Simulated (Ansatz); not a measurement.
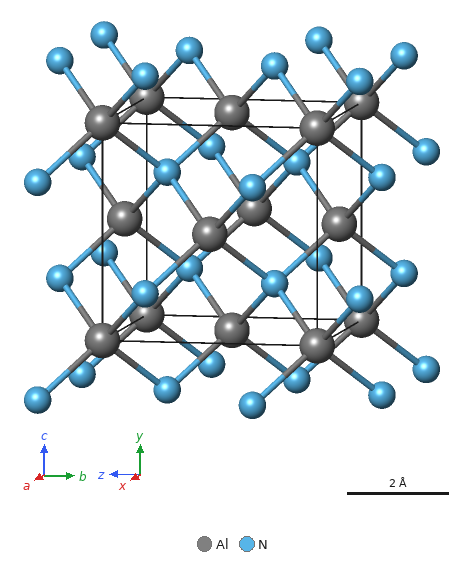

Energy scan for solid AlN (F-43m), in which the cell is strained in shear in the yz plane, with the atoms kept at their fractional coordinates. x, y and z are the Cartesian axes of the input. The picture shows the reference cell. The picture is a ball-and-stick view of the conventional cell (4 times the calculation's cell), seen slightly off an axis. Lengths and directions refer to the drawn axes.

All numbers below come from DFT r2SCAN, scalar-relativistic, plane waves, PAW in Ansatz 0.2.0. Set-up: plane-wave cutoff 500 eV; k-point mesh 10 × 10 × 10; occupations gaussian; smearing width 0.05 eV; no spin polarisation. Energies (free energies at the smearing named) are counted from the relaxed crystal.

Input
```yaml
crystal:
  lattice:
    - [0.0, 2.1849006282, 2.1849006282]
    - [2.1849006282, 0.0, 2.1849006282]
    - [2.1849006282, 2.1849006282, 0.0]
  atoms:
    - { symbol: Al, position: [0.0, 0.0, 0.0] }
    - { symbol: "N", position: [0.75, 0.75, 0.75] }
basis:
  ecutwfc: 500
kpoints:
  mp_grid: { grid: [10, 10, 10] }
hamiltonian:
  xc: r2scan
scf:
  occupations: { method: gaussian, width: 0.05 }
output:
  forces: true
  stress: true
  eigenvalues: true
```

Command:
```bash
ansatz run input.yaml --threads 1 --pin off --max-ram 2560MiB --backend cpu --events-out ev --progress --plain --runs-dir out
```

### Give the energy at each point (the strain: −0.0200, −0.0150, −0.0100, −0.0050, 0.0000, 0.0025, 0.0050, 0.0075, 0.0100, 0.0125, 0.0150, 0.0175, 0.0200).

```tsv
engineering shear strain	energy change (meV/atom)
−0.0200	3.06
−0.0150	1.72
−0.0100	0.76
−0.0050	0.19
0.0000	0.00
0.0025	0.05
0.0050	0.19
0.0075	0.43
0.0100	0.76
0.0125	1.19
0.0150	1.72
0.0175	2.34
0.0200	3.06
```

Points that are alike by symmetry were computed once.

Of the computed points the lowest is at the strain 0.00, 0.00 meV/atom. The end points stand at 3.06 meV/atom (−0.02) and 3.06 meV/atom (0.02). The curvature at zero strain, (1/V) d²E/dε², is about 240 GPa; it is C₄₄ with clamped ions. The distortion takes the space group from F-43m to Imm2. At the strain −0.02 the cell of the drawing goes α 90.0° → 88.9°.

As a plot (hollow markers are points alike by symmetry):

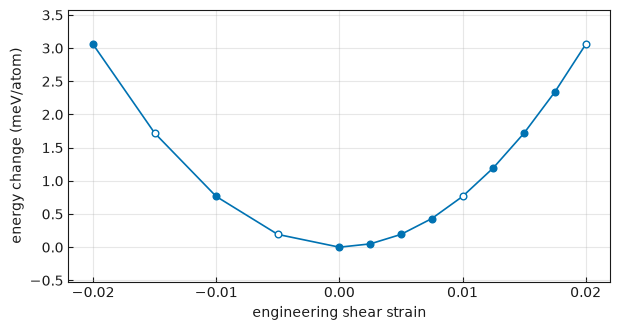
